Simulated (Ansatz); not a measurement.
**Single-point calculation of HfO$_{2}$ (part 2 of 2)**

HfO$_{2}$ (disordered cell, 18 atoms in the cell); DFT PBE, scalar-relativistic, plane waves, PAW, no spin polarisation (Ansatz 0.2.0); cutoff 420 eV, 3×3×4 k-mesh, Fermi–Dirac smearing of 0.2232 eV. It belongs to a series of runs on one base structure; here: last frame at 2590 K on a finer mesh.

Geometry of the input (Å; fractional positions):
```
5.9134  0.0937  -0.0263
0.0937  6.1692  -0.0294
-0.0263  -0.0294  5.6661
Hf 0.2340  0.2763  0.8724
Hf 0.7216  0.0578  0.8603
Hf 0.6338  0.6501  0.0996
Hf 0.4307  0.0773  0.4121
Hf 0.9060  0.2724  0.3683
Hf 0.1494  0.6955  0.5727
O  0.1561  0.0452  0.1942
O  0.9948  0.0447  0.6538
O  0.6398  0.2802  0.5744
O  0.7003  0.7293  0.7967
O  0.3994  0.9835  0.7508
O  0.2245  0.3882  0.5280
O  0.8864  0.6031  0.3734
O  0.6892  0.9259  0.2672
O  0.8771  0.3658  0.0049
O  0.3844  0.7072  0.3575
O  0.2223  0.5674  0.8951
O  0.4834  0.2931  0.1168
```

**What the program printed, continued**
```
  k-point 2: bands = ["-46.7481", "-46.3842", "-46.0772", "-45.9393", "-45.8349", "-45.7541", "-15.8381", "-15.7631", "-15.5867", "-15.4327", "-15.3128", "-15.2352", "-15.1792", "-15.1473", "-14.9644", "-14.9142", "-14.8901", "-14.8633", "-14.7887", "-14.7780", "-14.6670", "-14.6432", "-14.5934", "-14.5124", "-3.6983", "-3.2739", "-3.0582", "-2.9089", "-2.6069", "-2.4762", "-2.0771", "-1.8857", "-1.8332", "-1.5891", "-1.5329", "-1.2635", "3.3391", "3.3437", "3.3729", "3.3808", "3.3974", "3.4359", "3.4467", "3.7212", "3.7219", "3.7281", "3.7556", "3.7604", "3.8150", "3.8188", "4.0195", "4.0226", "4.0838", "4.0867", "4.1237", "4.1272", "4.1545", "4.2184", "4.2292", "4.2400", "4.2482", "4.2652", "4.2852", "4.2893", "4.3066", "4.3116", "4.3254", "4.3412", "4.3443", "4.3782", "4.3834", "4.3906", "4.4052", "4.4411", "4.4454", "4.4577", "4.4824", "4.5265", "8.7337", "8.8715", "9.1481", "9.2706", "9.6375", "9.7739", "9.8982", "9.9680", "10.1701", "10.3391", "10.5106", "10.5764", "10.9870", "11.0359", "11.1706", "11.2327", "11.4902", "11.4935", "11.6877", "11.9598", "12.0367", "12.2227", "12.2912", "12.3354", "12.6070", "12.7269", "12.8309", "13.0002", "13.2395", "13.3565", "13.5229", "13.6020", "13.7721", "13.8861", "13.9837", "14.1794", "17.8242", "18.4213", "18.8181", "19.0686", "19.2839", "19.5688", "19.8265", "19.9958", "20.0278", "20.2304", "20.3714", "20.5121", "20.6593", "20.9809", "21.0683", "21.2989", "21.5189", "21.7915", "21.8462", "22.0748", "22.3049", "22.5254", "22.6478", "22.9760", "23.1265", "23.2770", "23.5693", "23.8566"]
  k-point 18: bands = ["-46.7481", "-46.3839", "-46.0772", "-45.9396", "-45.8350", "-45.7540", "-15.8309", "-15.7288", "-15.5806", "-15.4399", "-15.2973", "-15.2504", "-15.1788", "-15.1220", "-15.0068", "-14.9423", "-14.8989", "-14.8723", "-14.7916", "-14.7619", "-14.7118", "-14.6202", "-14.5891", "-14.4938", "-3.5258", "-3.2108", "-3.0430", "-2.8646", "-2.7326", "-2.3583", "-2.2302", "-2.0378", "-1.9657", "-1.6135", "-1.3801", "-1.3197", "3.3384", "3.3455", "3.3730", "3.3823", "3.3973", "3.4386", "3.4476", "3.7195", "3.7247", "3.7276", "3.7557", "3.7602", "3.8161", "3.8185", "4.0192", "4.0223", "4.0835", "4.0859", "4.1239", "4.1269", "4.1521", "4.2150", "4.2296", "4.2388", "4.2514", "4.2603", "4.2828", "4.2901", "4.3083", "4.3120", "4.3242", "4.3419", "4.3474", "4.3776", "4.3826", "4.3924", "4.4009", "4.4412", "4.4459", "4.4586", "4.4835", "4.5215", "8.7314", "9.0509", "9.2445", "9.5367", "9.6411", "9.8143", "9.9324", "10.0983", "10.1985", "10.2544", "10.4259", "10.6189", "10.7642", "10.9269", "11.1086", "11.2846", "11.4615", "11.5348", "11.7515", "11.8855", "12.0831", "12.1633", "12.2149", "12.4934", "12.5274", "12.7736", "12.8317", "12.9225", "13.1689", "13.2743", "13.4248", "13.6304", "13.6900", "13.8049", "14.0128", "14.2887", "17.9344", "18.4118", "18.7403", "19.0034", "19.1459", "19.4276", "19.7381", "19.8545", "20.0139", "20.2299", "20.5677", "20.7490", "20.8918", "21.1395", "21.4024", "21.5605", "21.7253", "21.8512", "22.0560", "22.1477", "22.3023", "22.3228", "22.6317", "22.7884", "22.9257", "23.2633", "23.3361", "23.5886"]
--- Löwdin populations: 18 sites ---
  site symbol       q [e]
     0     Hf     24.7317
     1     Hf     24.6870
     2     Hf     24.6082
     3     Hf     24.7592
     4     Hf     24.6687
     5     Hf     24.6100
     6      O      6.6978
     7      O      6.6644
     8      O      6.5776
     9      O      6.5616
    10      O      6.6026
    11      O      6.5708
    12      O      6.6010
    13      O      6.5587
    14      O      6.6544
    15      O      6.5839
    16      O      6.5813
    17      O      6.6600
  spilling = 0.002723 (of n_electrons = 228.000000)
```

**File populations.tsv**
```
# site	symbol	l	j	q
# orbitals = lowdin
# n_electrons = 228.000000
# spilling = 0.002723
0	Hf	0_5S	-	1.960384
0	Hf	0_6S	-	0.432859
0	Hf	1_5P	-	5.973335
0	Hf	2_5D	-	2.372438
0	Hf	3_4F	-	13.992673
1	Hf	0_5S	-	1.961587
1	Hf	0_6S	-	0.441040
1	Hf	1_5P	-	5.977385
1	Hf	2_5D	-	2.312434
1	Hf	3_4F	-	13.994604
2	Hf	0_5S	-	1.965782
2	Hf	0_6S	-	0.420460
2	Hf	1_5P	-	5.972751
2	Hf	2_5D	-	2.256429
2	Hf	3_4F	-	13.992812
3	Hf	0_5S	-	1.957090
3	Hf	0_6S	-	0.438532
3	Hf	1_5P	-	5.976669
3	Hf	2_5D	-	2.393845
3	Hf	3_4F	-	13.993079
4	Hf	0_5S	-	1.962877
4	Hf	0_6S	-	0.436587
4	Hf	1_5P	-	5.979221
4	Hf	2_5D	-	2.295090
4	Hf	3_4F	-	13.994893
5	Hf	0_5S	-	1.965677
5	Hf	0_6S	-	0.420883
5	Hf	1_5P	-	5.965566
5	Hf	2_5D	-	2.265322
5	Hf	3_4F	-	13.992512
6	O	0_2S	-	1.748237
6	O	1_2P	-	4.949581
7	O	0_2S	-	1.701274
7	O	1_2P	-	4.963135
8	O	0_2S	-	1.689979
8	O	1_2P	-	4.887647
9	O	0_2S	-	1.732155
9	O	1_2P	-	4.829434
10	O	0_2S	-	1.693003
10	O	1_2P	-	4.909642
11	O	0_2S	-	1.666216
11	O	1_2P	-	4.904622
12	O	0_2S	-	1.687971
12	O	1_2P	-	4.913053
13	O	0_2S	-	1.686622
13	O	1_2P	-	4.872119
14	O	0_2S	-	1.723096
14	O	1_2P	-	4.931312
15	O	0_2S	-	1.688347
15	O	1_2P	-	4.895582
16	O	0_2S	-	1.697875
16	O	1_2P	-	4.883408
17	O	0_2S	-	1.707665
17	O	1_2P	-	4.952321
```

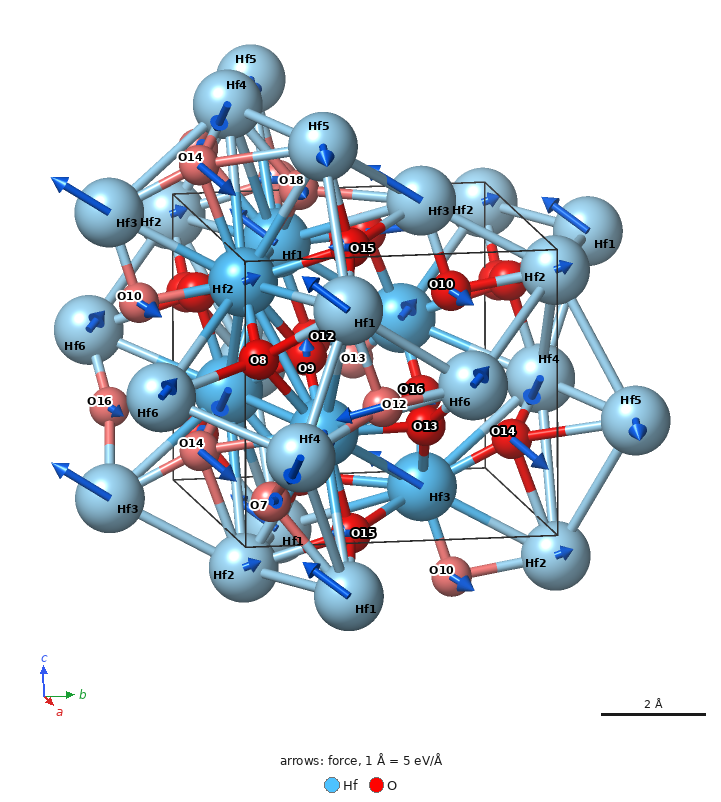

Forces on the atoms as blue arrows (ball-and-stick view of the cell of the calculation, seen slightly off an axis; neighbours outside the cell are drawn fainter; atoms are numbered from 1 in the order of the input); the smallest are left out. The largest act on Hf3 (6.71 eV/Å); O17 (6.12 eV/Å); Hf1 (5.83 eV/Å); Hf4 (4.85 eV/Å), among others. The geometry is not a stationary point of this energy.

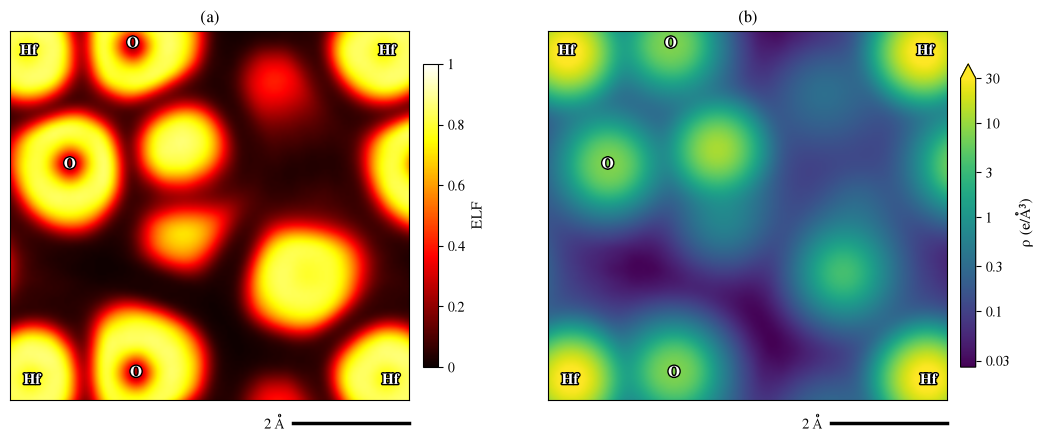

(a) electron localisation function; (b) valence charge density (pseudo) on the (100) plane of the calculation cell. Hf–O (1.80 Å): ρ at the midpoint is about 1.8 e/Å³, with its minimum of 1.5 e/Å³ about 1.0 Å from Hf; the ELF peaks at about 0.80 in the valence shell of O, 0.5 Å from its nucleus, and drops to about 0.30 between the two atoms. Away from the nuclei the density in this plane falls to 0.03 e/Å³ at its lowest. The strong features right at Hf lie inside the PAW spheres (semicore, d or f shells) and say nothing about bonding. The fields are those of the smooth PAW valence density.

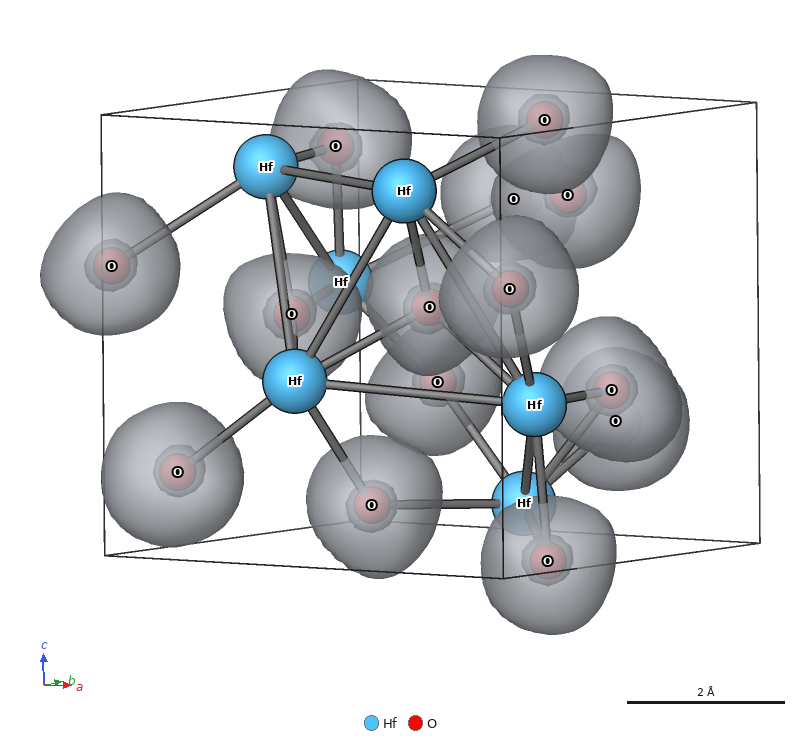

Isosurface of the ELF at 0.65 (grey), seen at an oblique angle. Core shells and regions of very low density are left out. Sticks mark near contacts. The outline is the calculation cell. Along the contacts the grid gives the following. Hf–O (1.80 Å): the ELF peaks at about 0.80 in the valence shell of O, 0.5 Å from its nucleus, and drops to about 0.30 between the two atoms. Hf–Hf (2.93 Å): the ELF is about 0.20 at the midpoint.

**Key numbers**

```csv
quantity,value
outcome,converged
electrons treated,228
free energy,−101160.6369 eV
Fermi energy,16.131 eV
gap on the k-point mesh,3.39 eV
pressure,18.57 GPa
largest force (length of the vector),6.707 eV/Å
hardware,"2 threads of Intel Xeon @ 2.70GHz, 189 GiB of memory available, shared host"
wall time,41 s (CPU time 81 s)
peak memory,0.87 GiB
```

Spin–orbit coupling is left out, which matters for Hf.
